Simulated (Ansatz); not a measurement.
**Run report: Hf32O64, single-point calculation (part 1 of 2)**

The run: single-point calculation of Hf32O64 (Pca2₁, 96 atoms in the cell). Method and program: DFT, PBEsol, PAW, plane waves (Ansatz 0.2.0).

The structure was built on a prototype by a generator.

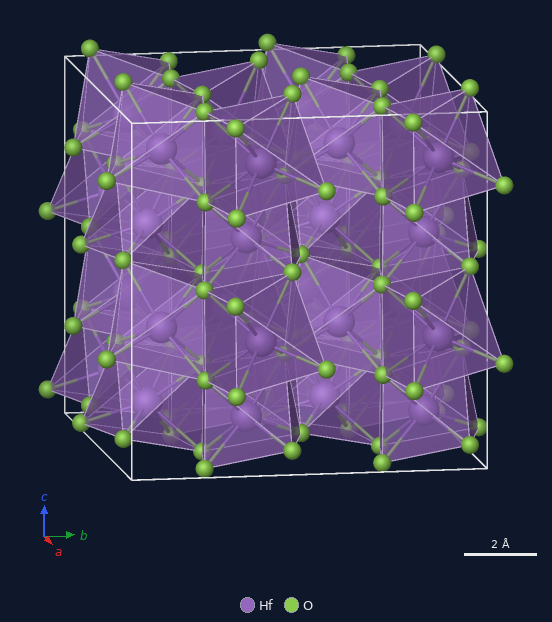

**Figure 1.** The input geometry (polyhedral view of the cell of the calculation, seen slightly off an axis; polyhedra are completed across the faces of the cell).

## Summary

```tsv
quantity	value
outcome	converged
space group (tolerance 0.01 Å)	Pca2₁ (29)
electrons treated	1216
free energy	−535206.7997 eV
Fermi energy	17.208 eV
pressure	0.08 GPa
largest force (length of the vector)	0.021 eV/Å
hardware	1 × NVIDIA GB300 Max-Q, 8 threads of Arm Neoverse-V2, 125 GiB of memory available, shared host
wall time	6.8 s (CPU time 11 s)
peak memory	2.2 GiB
```

## Remarks

Spin–orbit coupling is left out, which matters for Hf. The k-point mesh is coarse for a cell of this size, so the results may not be converged.

## The input
```yaml
crystal:
  lattice:
    - [10.456577, 0.000000, 0.000000]
    - [0.000000, 10.034553, 0.000000]
    - [0.000000, 0.000000, 10.083143]
  atoms:
    - { symbol: Hf, position: [0.016456, 0.133778, 0.123855] }
    - { symbol: Hf, position: [0.016456, 0.133778, 0.623855] }
    - { symbol: Hf, position: [0.016456, 0.633778, 0.123855] }
    - { symbol: Hf, position: [0.016456, 0.633778, 0.623855] }
    - { symbol: Hf, position: [0.516456, 0.133778, 0.123855] }
    - { symbol: Hf, position: [0.516456, 0.133778, 0.623855] }
    - { symbol: Hf, position: [0.516456, 0.633778, 0.123855] }
    - { symbol: Hf, position: [0.516456, 0.633778, 0.623855] }
    - { symbol: Hf, position: [0.483544, 0.366222, 0.373855] }
    - { symbol: Hf, position: [0.483544, 0.366222, 0.873855] }
    - { symbol: Hf, position: [0.483544, 0.866222, 0.373855] }
    - { symbol: Hf, position: [0.483544, 0.866222, 0.873855] }
    - { symbol: Hf, position: [0.983544, 0.366222, 0.373855] }
    - { symbol: Hf, position: [0.983544, 0.366222, 0.873855] }
    - { symbol: Hf, position: [0.983544, 0.866222, 0.373855] }
    - { symbol: Hf, position: [0.983544, 0.866222, 0.873855] }
    - { symbol: Hf, position: [0.266456, 0.366222, 0.123855] }
    - { symbol: Hf, position: [0.266456, 0.366222, 0.623855] }
    - { symbol: Hf, position: [0.266456, 0.866222, 0.123855] }
    - { symbol: Hf, position: [0.266456, 0.866222, 0.623855] }
    - { symbol: Hf, position: [0.766456, 0.366222, 0.123855] }
    - { symbol: Hf, position: [0.766456, 0.366222, 0.623855] }
    - { symbol: Hf, position: [0.766456, 0.866222, 0.123855] }
    - { symbol: Hf, position: [0.766456, 0.866222, 0.623855] }
    - { symbol: Hf, position: [0.233544, 0.133778, 0.373855] }
    - { symbol: Hf, position: [0.233544, 0.133778, 0.873855] }
    - { symbol: Hf, position: [0.233544, 0.633778, 0.373855] }
    - { symbol: Hf, position: [0.233544, 0.633778, 0.873855] }
    - { symbol: Hf, position: [0.733544, 0.133778, 0.373855] }
    - { symbol: Hf, position: [0.733544, 0.133778, 0.873855] }
    - { symbol: Hf, position: [0.733544, 0.633778, 0.373855] }
    - { symbol: Hf, position: [0.733544, 0.633778, 0.873855] }
    - { symbol: O, position: [0.183989, 0.035841, 0.055033] }
    - { symbol: O, position: [0.183989, 0.035841, 0.555033] }
    - { symbol: O, position: [0.183989, 0.535841, 0.055033] }
    - { symbol: O, position: [0.183989, 0.535841, 0.555033] }
    - { symbol: O, position: [0.683989, 0.035841, 0.055033] }
    - { symbol: O, position: [0.683989, 0.035841, 0.555033] }
    - { symbol: O, position: [0.683989, 0.535841, 0.055033] }
    - { symbol: O, position: [0.683989, 0.535841, 0.555033] }
    - { symbol: O, position: [0.316011, 0.464159, 0.305033] }
    - { symbol: O, position: [0.316011, 0.464159, 0.805033] }
    - { symbol: O, position: [0.316011, 0.964159, 0.305033] }
    - { symbol: O, position: [0.316011, 0.964159, 0.805033] }
    - { symbol: O, position: [0.816011, 0.464159, 0.305033] }
    - { symbol: O, position: [0.816011, 0.464159, 0.805033] }
    - { symbol: O, position: [0.816011, 0.964159, 0.305033] }
    - { symbol: O, position: [0.816011, 0.964159, 0.805033] }
    - { symbol: O, position: [0.433989, 0.464159, 0.055033] }
    - { symbol: O, position: [0.433989, 0.464159, 0.555033] }
    - { symbol: O, position: [0.433989, 0.964159, 0.055033] }
    - { symbol: O, position: [0.433989, 0.964159, 0.555033] }
    - { symbol: O, position: [0.933989, 0.464159, 0.055033] }
    - { symbol: O, position: [0.933989, 0.464159, 0.555033] }
    - { symbol: O, position: [0.933989, 0.964159, 0.055033] }
    - { symbol: O, position: [0.933989, 0.964159, 0.555033] }
    - { symbol: O, position: [0.066011, 0.035841, 0.305033] }
    - { symbol: O, position: [0.066011, 0.035841, 0.805033] }
    - { symbol: O, position: [0.066011, 0.535841, 0.305033] }
    - { symbol: O, position: [0.066011, 0.535841, 0.805033] }
    - { symbol: O, position: [0.566011, 0.035841, 0.305033] }
    - { symbol: O, position: [0.566011, 0.035841, 0.805033] }
    - { symbol: O, position: [0.566011, 0.535841, 0.305033] }
    - { symbol: O, position: [0.566011, 0.535841, 0.805033] }
    - { symbol: O, position: [0.383028, 0.229850, 0.249612] }
    - { symbol: O, position: [0.383028, 0.229850, 0.749612] }
    - { symbol: O, position: [0.383028, 0.729850, 0.249612] }
    - { symbol: O, position: [0.383028, 0.729850, 0.749612] }
    - { symbol: O, position: [0.883028, 0.229850, 0.249612] }
    - { symbol: O, position: [0.883028, 0.229850, 0.749612] }
    - { symbol: O, position: [0.883028, 0.729850, 0.249612] }
    - { symbol: O, position: [0.883028, 0.729850, 0.749612] }
    - { symbol: O, position: [0.133028, 0.270150, 0.249612] }
    - { symbol: O, position: [0.133028, 0.270150, 0.749612] }
    - { symbol: O, position: [0.133028, 0.770150, 0.249612] }
    - { symbol: O, position: [0.133028, 0.770150, 0.749612] }
    - { symbol: O, position: [0.633028, 0.270150, 0.249612] }
    - { symbol: O, position: [0.633028, 0.270150, 0.749612] }
    - { symbol: O, position: [0.633028, 0.770150, 0.249612] }
    - { symbol: O, position: [0.633028, 0.770150, 0.749612] }
    - { symbol: O, position: [0.116972, 0.270150, 0.499612] }
    - { symbol: O, position: [0.116972, 0.270150, 0.999612] }
    - { symbol: O, position: [0.116972, 0.770150, 0.499612] }
    - { symbol: O, position: [0.116972, 0.770150, 0.999612] }
    - { symbol: O, position: [0.616972, 0.270150, 0.499612] }
    - { symbol: O, position: [0.616972, 0.270150, 0.999612] }
    - { symbol: O, position: [0.616972, 0.770150, 0.499612] }
    - { symbol: O, position: [0.616972, 0.770150, 0.999612] }
    - { symbol: O, position: [0.366972, 0.229850, 0.499612] }
    - { symbol: O, position: [0.366972, 0.229850, 0.999612] }
    - { symbol: O, position: [0.366972, 0.729850, 0.499612] }
    - { symbol: O, position: [0.366972, 0.729850, 0.999612] }
    - { symbol: O, position: [0.866972, 0.229850, 0.499612] }
    - { symbol: O, position: [0.866972, 0.229850, 0.999612] }
    - { symbol: O, position: [0.866972, 0.729850, 0.499612] }
    - { symbol: O, position: [0.866972, 0.729850, 0.999612] }
kpoints:
  mp_grid: { grid: [1, 1, 1] }
hamiltonian:
  xc: pbesol
scf:
  occupations: { method: fermi_dirac, width: 0.01 }
output:
  forces: true
  eigenvalues: true
  stress: true
  populations: true
  eigenstates: { kpoints: [[0, 0, 0]], e_range: [-6.0, 6.0], localisation: true }
```

Launch command:
```bash
ansatz run in.yaml --threads 8 --pin off --max-ram 118750MiB --runs-dir r --events-out ev --progress --plain --backend cuda --devices 0,
```

## Log
```
Pseudopotentials: kind: paw
Functional definition: PBEsol
  exchange = pbesol_x
  correlation = pbesol_c
Crystal: 96 atoms, lattice volume = 1057.995 Å³
Basis set: ecut = 420 eV, 20751 PW (Γ), exchange–correlation on 144×144×144 points (8 copies of the dense FFT grid, shifted against one another)
Bands: 730, of which v1, the nominal top of the filled ones, is band 608 counted from 1 (607 counted from 0)
Symmetry: 32 space group operations
Space group: Pca21 (ITA 29), of the structure as read, at distance tolerance 1.0e-4 Å
k-points: 1
Non-local potential: Hf, projectors of the file, l = 0: 3, l = 1: 2, l = 2: 2, l = 3: 3
Non-local potential: O, projectors of the file, l = 0: 2, l = 1: 2, l = 2: 1
PAW form: soft (Blöchl's): semilocal exchange-correlation on the pseudo side does not see the compensation charge
PAW frozen core: Hf, regenerated for the run's functional, and the local potential with it (the file was generated under x = pbe(κ = 0.804, μ = 0.2195149727645171), c = pbe(β = 0.06672455060314922))
PAW frozen core: O, regenerated for the run's functional, and the local potential with it (the file was generated under x = pbe(κ = 0.804, μ = 0.2195149727645171), c = pbe(β = 0.06672455060314922))
PAW one-centre angular grid: Hf, 590 points (default); XC on 64 Gauss nodes
PAW one-centre angular grid: O, 110 points (default); XC on 64 Gauss nodes
Initial density: superposition of atomic densities (neutral atoms: chi_scale 0, normalization atom), corrected by the library's trained network
Initial wavefunctions: pseudopotential atomic-orbital guess
Functional: x = pbesol(κ = 0.804, μ = 0.12345679012345678), c = pbesol(β = 0.046)
SCF iter   1: F=—  HF=-535207.485686 eV  |F-HF|=—  |Δ(HF+E_count)|=         —  Δρ=1.80e-2  dr2=2.73e0  ethr=1.77e-3  ⟨swp⟩=6.0  Hψ=2266  notcnv=0  defer=67
preconditioner: auto → Resta (q_TF=auto, 2.792 Å⁻¹)  ε∞=5.6  [insulator: Δε(μ)=4.264 eV  Ē_g=17.978 eV  σ=0.010 eV  W_gap=1.00  n_scr=400 (ndim 8)  ℏωp=38.7 eV  f_vac=0.038  D(μ)=0.00/eV (n_scr^D=0)  ε∞_Penn≈5.6]
SCF iter   2: F=—  HF=-535206.788053 eV  |F-HF|=—  |Δ(HF+E_count)|=   6.98e-1  Δρ=2.81e-3  dr2=3.58e-2  ethr=2.25e-4  ⟨swp⟩=2.0  Hψ=1317  notcnv=0  defer=111
SCF iter   3: F=—  HF=-535206.796410 eV  |F-HF|=—  |Δ(HF+E_count)|=   8.36e-3  Δρ=1.50e-3  dr2=1.35e-2  ethr=2.95e-6  ⟨swp⟩=2.0  Hψ=1237  notcnv=0  defer=111
SCF iter   4: F=—  HF=-535206.804885 eV  |F-HF|=—  |Δ(HF+E_count)|=   8.47e-3  Δρ=7.27e-4  dr2=4.18e-3  ethr=1.11e-6  ⟨swp⟩=2.0  Hψ=1237  notcnv=0  defer=111
SCF iter   5: F=—  HF=-535206.806275 eV  |F-HF|=—  |Δ(HF+E_count)|=   1.39e-3  Δρ=1.86e-4  dr2=4.01e-4  ethr=3.43e-7  ⟨swp⟩=2.0  Hψ=1135  notcnv=0  defer=111
SCF iter   6: F=—  HF=-535206.792240 eV  |F-HF|=—  |Δ(HF+E_count)|=   1.40e-2  Δρ=4.38e-5  dr2=2.65e-5  ethr=3.30e-8  ⟨swp⟩=2.0  Hψ=1227  notcnv=0  defer=111
SCF iter   7: F=—  HF=-535206.799733 eV  |F-HF|=—  |Δ(HF+E_count)|=   7.49e-3  Δρ=3.21e-5  dr2=8.18e-6  ethr=2.18e-9  ⟨swp⟩=2.0  Hψ=1217  notcnv=0  defer=111
SCF iter   8: F=—  HF=-535206.799732 eV  |F-HF|=—  |Δ(HF+E_count)|=   1.12e-6  Δρ=5.08e-6  dr2=2.68e-7  ethr=6.72e-10  ⟨swp⟩=2.0  Hψ=1226  notcnv=0  defer=111
SCF iter   9: F=-535206.799732 eV  HF=-535206.799732 eV  |F-HF|=1.94e-8  |Δ(HF+E_count)|=   1.95e-7  Δρ=1.62e-6  dr2=3.08e-8  ethr=8.22e-12  ⟨swp⟩=14.0  Hψ=3532  notcnv=0
SCF 1 converged in 9 iterations: F = -535206.799732 eV  dr2 = 3.08e-8
  greatest PAW one-centre occupation: 0.999 electrons in one spin orbital (limit 2), on the Hf atom at site 23 (counted from 0), in its partial waves of l = 3
```

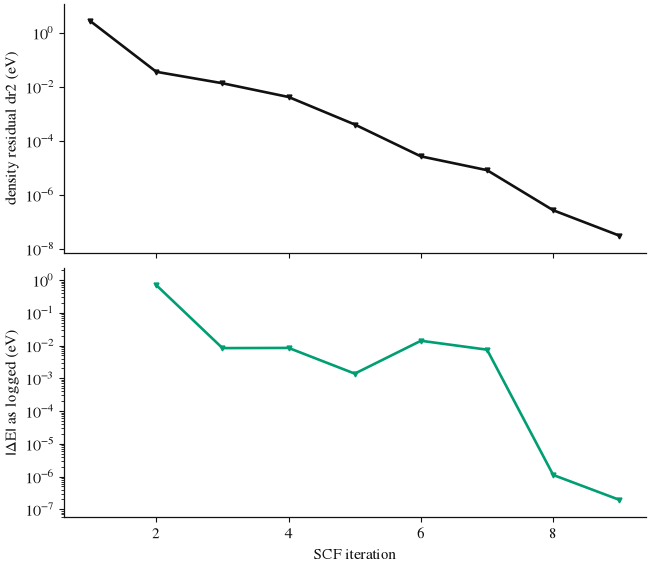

**Figure 2.** Convergence of the self-consistent field: density residual dr2 and size of the energy change against the SCF iteration. The residual falls at every step.

```
NSCF: frozen V_eff on 1 k-points
SCF converged after 9 iterations
Free energy (F): -535206.799732 eV
Harris-Foulkes:  -535206.799732 eV  (|F-HF|=1.94e-8)
Internal energy: -535206.799732 eV  (E = F + TS)
E sigma→0 (E₀):  -535206.799732 eV
Fermi energy:    17.208413 eV
--- Per-component energies (eV) ---
  E_band       = 1117.731954
  E_kinetic    = 24702.796532
  E_local      = -187493.383778  (includes V_loc(G=0)·N_el)
  E_nonlocal   = -36495.800616
  E_hartree    = 85855.569614
  E_xc         = -14195.451349
  E_vxc        = -14506.125321  (∫ρ·V_xc dr)
  E_paw        = -227576.251664  (= ΣΔE_a)
  E_vpaw       = 43198.919292  (= ΣTr[D̂ρ^β])
  E_aug_tail   = 0.157707  (compensation charges beyond the density's cutoff)
  E_ewald      = -180046.729535
  E_core_change = 42.293357  (= ΣΔE_core)
  E_smearing   = -0.000000  (= −TS)
  E_closure    = -0.000000  (closes the sum)
  Σ components = -535206.799732   (vs F -535206.799732, Δ=0.00e0)
```
